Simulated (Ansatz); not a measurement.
**WS$_{2}$: geometry relaxation**

System: WS$_{2}$ (6 atoms in the cell).
Method: DFT PBEsol+D3(BJ), scalar-relativistic, plane waves, PAW, no spin polarisation (Ansatz 0.2.0).

The structure derives from a Materials Project entry.

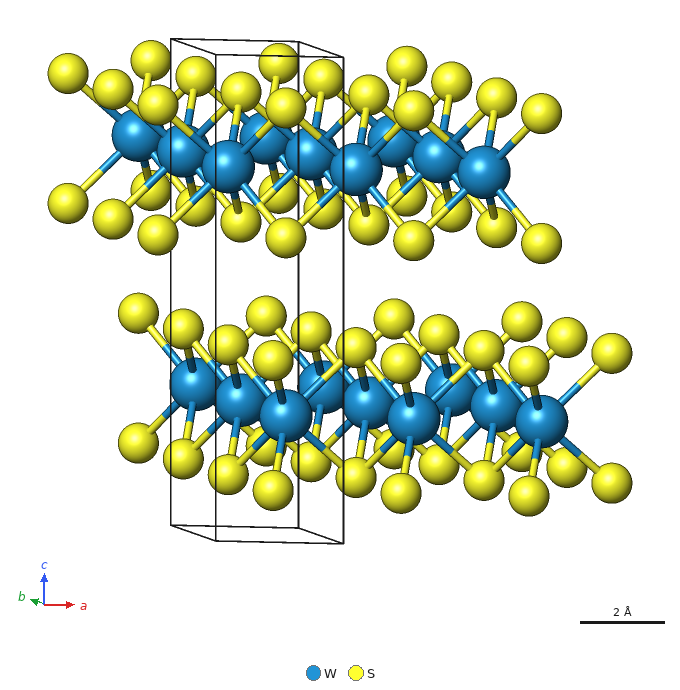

*The input geometry (ball-and-stick view of the cell of the calculation, repeated 3 × 3 × 1, seen slightly off an axis; bonded neighbours outside the cell are drawn too). An atom can appear more than once, as a periodic image.*

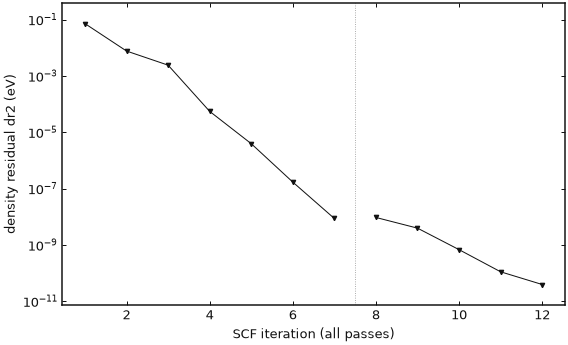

*Convergence of the self-consistent field: density residual dr2 against the SCF iteration. The dotted lines part the SCF passes of the relaxation: geometry steps, rejected trials and re-solves on a re-selected basis.*

The passes take 7 and 5 iterations.

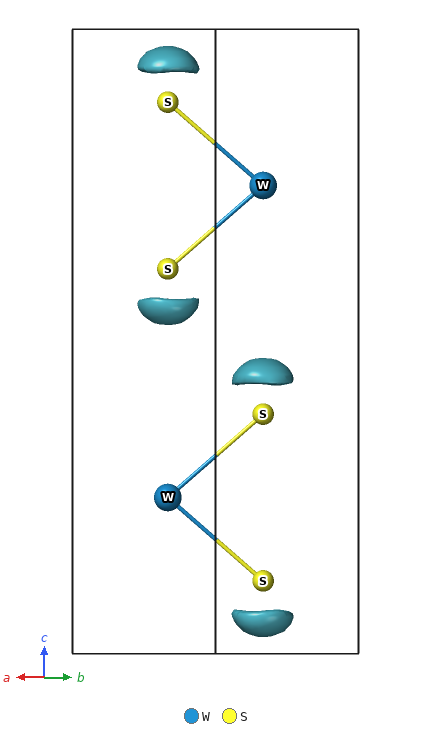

*Isosurface of the ELF at 0.9 (cyan), seen along [110]. Only the valence region is drawn (cores and ρ < 0.01 e/Å³ removed). Sticks mark near contacts. The outline is the cell set on symmetry axes.*

Profiles from the grid: W–S (2.39 Å): the ELF is about 0.50 at the midpoint. In a PAW calculation such maps are meaningful between the atoms, not at the nuclei.

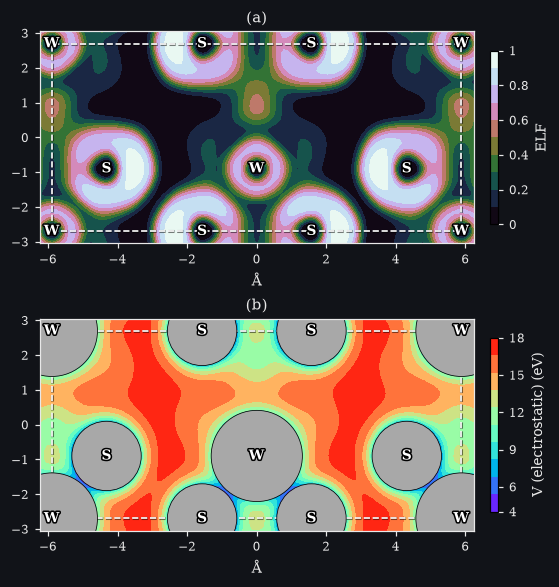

*(a) ELF; (b) electrostatic potential energy of an electron on the (110) plane of the conventional cell. Grey discs, where drawn, cover atomic cores.*

W–S (2.39 Å): the ELF is about 0.50 at the midpoint. The ELF has a maximum of about 0.55 in the space between the atoms. The strong features right at W lie inside the PAW spheres (semicore, d or f shells) and say nothing about bonding. Outside the cores the potential energy rises away from the atoms and is highest about 2.2 Å from the nearest atoms; outside the discs it spans about 12 eV, and its zero is arbitrary.

The input and output of the run follow.

## The input
```yaml
crystal:
  lattice:
    - [3.114591403, 0.0, 0.0]
    - [-1.5572957015, 2.6973152774, 0.0]
    - [0.0, 0.0, 11.7770690599]
  atoms:
    - { symbol: W, position: [0.3333333333, 0.6666666667, 0.7498630965] }
    - { symbol: W, position: [0.6666666667, 0.3333333333, 0.2501369035] }
    - { symbol: S, position: [0.3333333333, 0.6666666667, 0.1166360657] }
    - { symbol: S, position: [0.6666666667, 0.3333333333, 0.6163640561] }
    - { symbol: S, position: [0.3333333333, 0.6666666667, 0.3836359439] }
    - { symbol: S, position: [0.6666666667, 0.3333333333, 0.8833639343] }
basis:
  ecutwfc: 420
kpoints:
  mp_grid: { grid: [12, 12, 4] }
hamiltonian:
  xc: pbesol
  dispersion: d3bj
scf:
  occupations: { method: gaussian, width: 0.02 }
output:
  forces: true
  stress: true
  eigenvalues: true
  write_density: true
  write_potential: true
  elf: true
  volumetric_format: npy
relax:
  adjacent_minimum: "off"
  f_tol: 0.005
  max_steps: 80
  cell: { stress_tol: 0.05 }
```

Launch command:
```bash
ansatz run input.yaml --threads 1 --pin off --max-ram 2560MiB --backend cpu --events-out ev --progress --plain --runs-dir out
```

## Output
```
Engine: ansatz 0.2.0, x86_64-unknown-linux-gnu
Pseudopotentials: kind: paw
Pseudopotential: W, paw, valence charge 14, recommended cutoff 420 eV (normal), W.paw.azcp
Pseudopotential: S, paw, valence charge 6, recommended cutoff 420 eV (normal), S.paw.azcp
Functional definition: PBEsol
  exchange = pbesol_x
  correlation = pbesol_c
Crystal: 6 atoms, lattice volume = 98.940 Å³
Basis set: ecut = 420 eV, 1923 PW (Γ), exchange–correlation on 48×48×160 points (8 copies of the dense FFT grid, shifted against one another)
Bands: 32, of which v1, the nominal top of the filled ones, is band 26 counted from 1 (25 counted from 0)
Symmetry: 12 space group operations
Space group: P-3m1 (ITA 164), of the structure as read, at distance tolerance 4.6e-5 Å
k-points: 69 of 576
Non-local potential: W, projectors of the file, l = 0: 3, l = 1: 2, l = 2: 2, l = 3: 1
Non-local potential: S, projectors of the file, l = 0: 2, l = 1: 2, l = 2: 2
PAW form: soft (Blöchl's): semilocal exchange-correlation on the pseudo side does not see the compensation charge
PAW frozen core: W, regenerated for the run's functional, and the local potential with it (the file was generated under x = pbe(κ = 0.804, μ = 0.2195149727645171), c = pbe(β = 0.06672455060314922))
PAW frozen core: S, regenerated for the run's functional, and the local potential with it (the file was generated under x = pbe(κ = 0.804, μ = 0.2195149727645171), c = pbe(β = 0.06672455060314922))
PAW one-centre angular grid: W, 590 points (default); XC on 64 Gauss nodes
PAW one-centre angular grid: S, 110 points (default); XC on 64 Gauss nodes
Initial density: superposition of atomic densities (neutral atoms: chi_scale 0, normalization atom), corrected by the library's trained network
Initial wavefunctions: pseudopotential atomic-orbital guess
Functional: x = pbesol(κ = 0.804, μ = 0.12345679012345678), c = pbesol(β = 0.046)
SCF iter   1: F=—  HF=-24060.561987 eV  |F-HF|=—  |Δ(HF+E_count)|=         —  Δρ=7.92e-3  dr2=7.20e-2  ethr=1.77e-3  ⟨swp⟩=6.6  Hψ=10544  notcnv=0
preconditioner: auto → Resta (q_TF=auto, 2.451 Å⁻¹)  ε∞=7.8  [insulator: Δε(μ)=0.658 eV  Ē_g=8.586 eV  σ=0.020 eV  W_gap=1.00  n_scr=26 (ndim 8)  ℏωp=22.4 eV  f_vac=0.004  D(μ)=0.00/eV (n_scr^D=0)  ε∞_Penn≈7.8]
SCF iter   2: F=—  HF=-24060.554144 eV  |F-HF|=—  |Δ(HF+E_count)|=   7.84e-3  Δρ=3.40e-3  dr2=7.65e-3  ethr=1.38e-4  ⟨swp⟩=3.0  Hψ=4054  notcnv=0  defer=97
SCF iter   3: F=—  HF=-24060.555470 eV  |F-HF|=—  |Δ(HF+E_count)|=   1.33e-3  Δρ=1.85e-3  dr2=2.41e-3  ethr=1.47e-5  ⟨swp⟩=1.3  Hψ=2144  notcnv=0  defer=97
SCF iter   4: F=—  HF=-24060.555987 eV  |F-HF|=—  |Δ(HF+E_count)|=   5.17e-4  Δρ=2.17e-4  dr2=5.52e-5  ethr=4.63e-6  ⟨swp⟩=2.0  Hψ=3442  notcnv=0  defer=97
SCF iter   5: F=—  HF=-24060.555939 eV  |F-HF|=—  |Δ(HF+E_count)|=   4.83e-5  Δρ=4.83e-5  dr2=3.93e-6  ethr=1.06e-7  ⟨swp⟩=2.0  Hψ=3247  notcnv=0  defer=97
SCF iter   6: F=—  HF=-24060.555939 eV  |F-HF|=—  |Δ(HF+E_count)|=   2.09e-7  Δρ=1.28e-5  dr2=1.70e-7  ethr=7.56e-9  ⟨swp⟩=2.0  Hψ=3044  notcnv=0  defer=97
SCF iter   7: F=-24060.555939 eV  HF=-24060.555939 eV  |F-HF|=8.34e-9  |Δ(HF+E_count)|=   1.60e-7  Δρ=2.77e-6  dr2=8.67e-9  ethr=1.92e-10  ⟨swp⟩=13.7  Hψ=16458  notcnv=0
SCF 1 converged in 7 iterations: F = -24060.555939 eV  dr2 = 8.67e-9
  greatest PAW one-centre occupation: 1.000 electrons in one spin orbital (limit 2), on the W atom at site 1 (counted from 0), in its partial waves of l = 0
relax step   1: F+E_penalty+E_count = -24060.55593896 eV  Δ(F+E_penalty+E_count) = +0.000e0 eV  max|allowed force component| = 3.132e-3 eV/Å  Δτ_max = 0.0000 Å  P = -0.001 GPa  Ω = 98.940 Å³  (7 SCF iters, dr2 threshold 1.00e-7 eV, accepted)
Initial density: handed on by an earlier stage of this run
Initial wavefunctions: pseudopotential atomic-orbital guess (no wavefunctions were taken with the density)
iter 1 solved again at ethr=2.29e-7 eV; its pass at ethr=3.10e-3 eV (dr2=1.19e-4 eV) is discarded
SCF iter   1: F=—  HF=-24060.556012 eV  |F-HF|=—  |Δ(HF+E_count)|=         —  Δρ=2.93e-6  dr2=9.43e-9  ethr=2.29e-7  ⟨swp⟩=3.0  Hψ=16204  notcnv=0
eigensolver tolerance schedule: the retry pair's looser diagonalisation over-reported the residual by 12633.31 of it (diagonalisation noise at 14.19 of the residual, at the tolerance the schedule requests for it); recorded, not acted on — ethr = c·dr2/N_el stays at c = 1.0e-1
preconditioner: auto → Resta (q_TF=auto, 2.451 Å⁻¹)  ε∞=7.7  [insulator: Δε(μ)=0.660 eV  Ē_g=8.635 eV  σ=0.020 eV  W_gap=1.00  n_scr=26 (ndim 8)  ℏωp=22.4 eV  f_vac=0.002  D(μ)=0.00/eV (n_scr^D=0)  ε∞_Penn≈7.7]
SCF iter   2: F=—  HF=-24060.555939 eV  |F-HF|=—  |Δ(HF+E_count)|=   7.32e-5  Δρ=1.90e-6  dr2=3.94e-9  ethr=1.81e-11  ⟨swp⟩=3.9  Hψ=5791  notcnv=0
SCF iter   3: F=—  HF=-24060.555939 eV  |F-HF|=—  |Δ(HF+E_count)|=   4.57e-9  Δρ=7.47e-7  dr2=6.79e-10  ethr=7.58e-12  ⟨swp⟩=2.0  Hψ=3203  notcnv=0
SCF iter   4: F=—  HF=-24060.555939 eV  |F-HF|=—  |Δ(HF+E_count)|=  5.64e-10  Δρ=4.27e-7  dr2=1.11e-10  ethr=1.31e-12  ⟨swp⟩=2.0  Hψ=3176  notcnv=0
SCF iter   5: F=-24060.555939 eV  HF=-24060.555939 eV  |F-HF|=1.46e-11  |Δ(HF+E_count)|=  1.46e-11  Δρ=2.43e-7  dr2=3.93e-11  ethr=1.00e-12  ⟨swp⟩=6.1  Hψ=10289  notcnv=0
SCF 2 converged in 5 iterations: F = -24060.555939 eV  dr2 = 3.93e-11
relax step   2: F+E_penalty+E_count = -24060.55593896 eV  Δ(F+E_penalty+E_count) = -1.757e-9 eV  max|allowed force component| = 3.132e-3 eV/Å  Δτ_max = 0.0000 Å  P = -0.001 GPa  Ω = 98.940 Å³  stress off target by 2.77e-2 GPa  SCF on the basis re-selected at this cell (its energy is not comparable with the rows above)  (5 SCF iters)
basis re-selected at this cell: Δ(F+E_penalty+E_count) = -1.757e-9 eV, ΔP = +0.000 GPa vs the last step (what re-selecting the basis moved, of the pressure what is left beyond the Pulay correction that the steps carried, after the strain that the cell walked since its last selection, with what the two solves' SCF thresholds leave and, on support functions, any second-order correction that the steps lacked; it is no measure of the basis error at this ecutwfc). This SCF's stress stands 2.77e-2 GPa from its target on what of the cell is left free (relax.cell.stress_tol is 5.00e-2 GPa) and its largest allowed force component is 3.13e-3 eV/Å (relax.f_tol is 5.00e-3 eV/Å): within both
SCF converged after 5 iterations
Free energy (F): -24060.555939 eV
Harris-Foulkes:  -24060.555939 eV  (|F-HF|=1.46e-11)
Internal energy: -24060.555939 eV  (E = F + TS)
E sigma→0 (E₀):  -24060.555939 eV
Fermi energy:    13.370192 eV
--- Per-component energies (eV) ---
  E_band       = -314.600765
  E_kinetic    = 1338.588087
  E_local      = -3124.884027  (includes V_loc(G=0)·N_el)
  E_nonlocal   = 120.985597
  E_hartree    = 1229.375778
  E_xc         = -919.647322
  E_vxc        = -832.962595  (∫ρ·V_xc dr)
  E_paw        = -19209.286047  (= ΣΔE_a)
  E_vpaw       = -275.079285  (= ΣTr[D̂ρ^β])
  E_aug_tail   = -0.000130  (compensation charges beyond the density's cutoff)
  E_ewald      = -3493.881927
  E_disp       = -2.497329  (pairwise vdW)
  E_core_change = 0.691382  (= ΣΔE_core)
  E_smearing   = -0.000000  (= −TS)
  E_closure    = 0.000000  (closes the sum)
  Σ components = -24060.555939   (vs F -24060.555939, Δ=0.00e0)
--- Forces (eV/Å), atoms counted from 1 ---
  atom   1  W     -0.00000000    -0.00000000     0.00203171
  atom   2  W     -0.00000000     0.00000000    -0.00203171
  atom   3  S     -0.00000000    -0.00000000    -0.00313180
  atom   4  S      0.00000000     0.00000000     0.00077762
  atom   5  S      0.00000000    -0.00000000    -0.00077762
  atom   6  S      0.00000000     0.00000000     0.00313180
  max |Σ_I F_I| component: 4.63e-18 eV/Å
--- Stress (GPa, compression-positive) ---
        0.012646       0.000000       0.000000
       -0.000000       0.012646      -0.000000
       -0.000000      -0.000000      -0.027701
  P = ⅓ Tr σ = -0.0008 GPa (-0.008 kbar)
--- Band table (eV; the first three rows and the last of 69) ---
  k-point 0: bands = ["-61.5568", "-61.5568", "-25.8996", "-25.8995", "-25.6674", "-25.6674", "-25.6674", "-25.6674", "-3.0414", "-2.6290", "-1.5276", "-0.7620", "4.7767", "6.3245", "8.6135", "9.3856", "9.3856", "9.4109", "9.4109", "10.6568", "10.6568", "10.7578", "10.7578", "11.4424", "11.7764", "13.0405", "15.2461", "15.2461", "15.2635", "15.2635", "15.2785", "15.2785"]
  k-point 1: bands = ["-61.5568", "-61.5568", "-25.8996", "-25.8996", "-25.6674", "-25.6674", "-25.6674", "-25.6674", "-2.9970", "-2.7148", "-1.3953", "-0.8642", "4.9528", "6.0013", "9.0178", "9.3891", "9.3891", "9.4070", "9.4070", "10.6715", "10.6715", "10.7429", "10.7429", "10.7552", "12.2918", "12.9675", "15.2293", "15.2293", "15.2544", "15.2544", "15.3422", "15.3422"]
  k-point 2: bands = ["-61.5568", "-61.5568", "-25.8996", "-25.8996", "-25.6674", "-25.6674", "-25.6674", "-25.6674", "-2.8755", "-2.8724", "-1.1193", "-1.1151", "5.4156", "5.4220", "9.3977", "9.3977", "9.3980", "9.3980", "9.8483", "9.8538", "10.7067", "10.7067", "10.7075", "10.7075", "12.7264", "12.7328", "15.2354", "15.2354", "15.2364", "15.2364", "15.4496", "15.4496"]
  k-point 68: bands = ["-61.5307", "-61.5307", "-25.9835", "-25.9835", "-25.9421", "-25.9421", "-25.8091", "-25.8091", "-0.0843", "-0.0843", "-0.0779", "-0.0779", "6.1287", "6.1307", "6.5581", "6.5581", "7.5202", "7.5226", "7.8373", "7.8373", "9.1805", "9.1805", "9.6823", "9.6823", "12.1737", "12.1755", "14.3051", "14.3051", "15.3057", "15.3119", "16.3836", "16.3836"]
--- Relaxed structure (1 steps of the walk, 1 accepted, 1 SCFs on fresh bases) ---
  F+E_penalty+E_count = -24060.55593896 eV   max|allowed force component| = 3.132e-3 eV/Å   (the final SCF, on the basis selected at the relaxed cell)
  cell:  # Å, volume = 98.9396 Å³
    - [3.11459140299618, 0.0, 0.0]
    - [-1.55729570149809, 2.697315277403308, 0.0]
    - [0.0, 0.0, 11.7770690599]
  atoms:
    - { symbol: W, position: [0.3333333333333333, 0.6666666666666666, 0.7498630965] }
    - { symbol: W, position: [0.6666666666666666, 0.3333333333333333, 0.2501369035] }
    - { symbol: S, position: [0.3333333333333333, 0.6666666666666666, 0.1166360657] }
    - { symbol: S, position: [0.6666666666666666, 0.3333333333333333, 0.6163640561] }
    - { symbol: S, position: [0.3333333333333333, 0.6666666666666666, 0.3836359439] }
    - { symbol: S, position: [0.6666666666666666, 0.3333333333333333, 0.8833639343000002] }
```

## Trajectory as extended XYZ (Å, eV, eV/Å), 2 frames, from step=1 to step=2
```
6
Lattice="3.1146 0.0000 0.0000 -1.5573 2.6973 0.0000 0.0000 0.0000 11.7771" Properties=species:S:1:pos:R:3:forces:R:3 step=1 energy=-24060.55594 pressure_GPa=-0.00
W     0.0000    1.7982    8.8312    0.0000   0.0000   0.0020
W     1.5573    0.8991    2.9459    0.0000   0.0000  -0.0020
S     0.0000    1.7982    1.3736    0.0000   0.0000  -0.0031
S     1.5573    0.8991    7.2590    0.0000   0.0000   0.0008
S     0.0000    1.7982    4.5181    0.0000   0.0000  -0.0008
S     1.5573    0.8991   10.4034    0.0000   0.0000   0.0031
6
Lattice="3.1146 0.0000 0.0000 -1.5573 2.6973 0.0000 0.0000 0.0000 11.7771" Properties=species:S:1:pos:R:3:forces:R:3 step=2 energy=-24060.55594 pressure_GPa=-0.00
W     0.0000    1.7982    8.8312    0.0000   0.0000   0.0020
W     1.5573    0.8991    2.9459    0.0000   0.0000  -0.0020
S     0.0000    1.7982    1.3736    0.0000   0.0000  -0.0031
S     1.5573    0.8991    7.2590    0.0000   0.0000   0.0008
S     0.0000    1.7982    4.5181    0.0000   0.0000  -0.0008
S     1.5573    0.8991   10.4034    0.0000   0.0000   0.0031
```

## Key numbers

| quantity | value |
| --- | --- |
| outcome | converged |
| space group (tolerance 0.01 Å) | P6₃/mmc (194) |
| electrons treated | 52 |
| free energy | −24060.5559 eV |
| Fermi energy | 13.370 eV |
| gap on the k-point mesh | 0.66 eV |
| pressure | 0.00 GPa |
| final volume | 98.94 Å³ |
| largest force (length of the vector) at the end | 0.003 eV/Å |
| final cell | a = 3.115 Å, b = 3.115 Å, c = 11.777 Å, α = 90.00°, β = 90.00°, γ = 120.00° |
| hardware | 1 thread of Intel Xeon (Sapphire Rapids), 32 GiB of memory available, shared host |
| wall time | 17 s |
| peak memory | 0.54 GiB |

Spin–orbit coupling is left out, which matters for W.
